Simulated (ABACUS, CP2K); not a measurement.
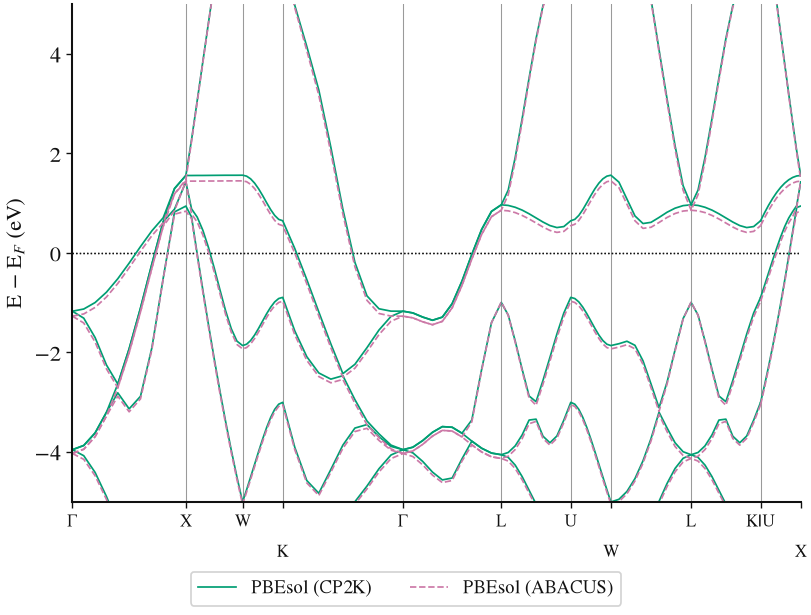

Band structures of fcc Ir, space group Fm-3m (No. 225), 1 atom in the primitive cell (cubic a = 3.831 Å), by two programs with one functional on the same cell. Each is counted from its own Fermi level.

How do the runs compare?

Answer. Both give a metal. Levels within 1 eV of the Fermi level in either run differ by 0.09 eV on average and by 0.11 eV at most (at L).

Settings. PBEsol (CP2K): POTENTIAL_UZH Ir GTH-PBE-q17; TZVP-MOLOPT-PBE-GTH basis, no spin polarisation, no spin-orbit coupling, 12×12×12 k mesh, Fermi-Dirac smearing of 0.1 eV (CP2K 2026.2). PBEsol (ABACUS): SG15 ONCV 1.2 PBE, no spin polarisation, no spin-orbit coupling, 925 eV cutoff, Fermi-Dirac smearing of 0.05 eV (ABACUS).

The potentials were made for another functional. Spin-orbit coupling is left out, which matters for Ir. PBEsol (CP2K): the basis of atomic orbitals isn't converged, which shifts gaps and empty levels. PBEsol (ABACUS): the density is read from an earlier self-consistent run, whose mesh may be coarse.
